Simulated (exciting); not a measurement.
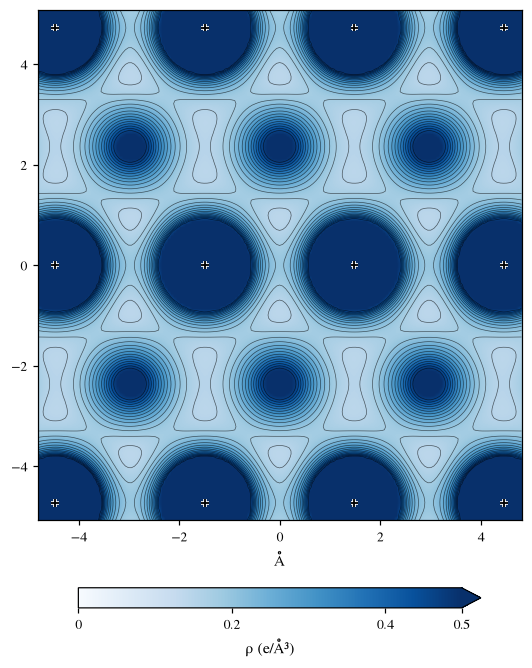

The total electron density on a plane through atoms (crosses mark nuclei in the plane).

Theory: Kohn-Sham DFT of a periodic cell, PBE, all-electron LAPW+lo, shipped species files in exciting sodium.

Candidates:
A. HfN, a = 4.91 Å, b = 4.91 Å, c = 4.91 Å, α = 90.00°, β = 90.00°, γ = 90.00°. Space group F-43m; a structure from a database of computed crystals, not necessarily the ambient phase.
B. Ge, a = 2.98 Å, b = 5.19 Å, c = 4.73 Å, α = 90.00°, β = 90.00°, γ = 90.00°. Space group Cmcm; a structure from a database of computed crystals, not necessarily the ambient phase.

Which system is this?

Candidate B: Ge on the (010) plane of the conventional cell, which holds Ge. Ge–Ge (2.98 Å): ρ is about 0.2 e/Å³ halfway.
